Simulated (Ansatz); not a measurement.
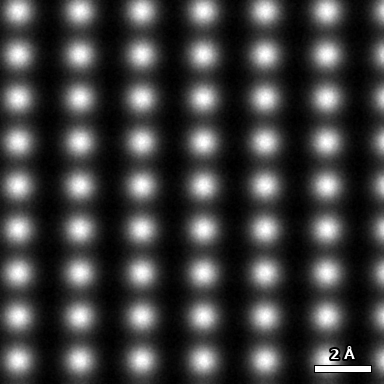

An image along [110] of one of the structures below (computed or model cells, partly hypothetical, each in its standard cell). Simulated as the projected potential of neutral atoms (B = 0.8 Å²) blurred by a 0.61 Å probe, the thin-sample limit of integrated differential phase contrast. Shot noise was added.

A. W
Space group P6_3/mmc (No. 194). a = 2.745 Å, b = 2.745 Å, c = 4.981 Å, α = 90.00°, β = 90.00°, γ = 120.00°
```tsv
atom	site	symmetry	x	y	z
W	2d	-6m2	0.3333	0.6667	0.7500
```

B. W
Space group Fm-3m (No. 225). a = 4.040 Å, b = 4.040 Å, c = 4.040 Å, α = 90.00°, β = 90.00°, γ = 90.00°
```
atom  site  symmetry       x       y       z
   W    4a      m-3m  0.0000  0.0000  0.0000
```

C. Co
Space group Fm-3m (No. 225). a = 3.542 Å, b = 3.542 Å, c = 3.542 Å, α = 90.00°, β = 90.00°, γ = 90.00°
```
atom  site  symmetry       x       y       z
  Co    4a      m-3m  0.0000  0.0000  0.0000
```

D. W
Space group Im-3m (No. 229). a = 3.183 Å, b = 3.183 Å, c = 3.183 Å, α = 90.00°, β = 90.00°, γ = 90.00°
```tsv
atom	site	symmetry	x	y	z
W	2a	m-3m	0.0000	0.0000	0.0000
```

Which structure was imaged?

D, W. Along [110] the projected cells are A 2.38 × 4.98 Å, 90°; B 2.47 × 2.47 Å, 109°; C 2.17 × 2.17 Å, 109°; D 1.59 × 2.25 Å, 90°. The image repeats as D does.

Structure D: the geometry given to an electronic-structure calculation, possibly off equilibrium.
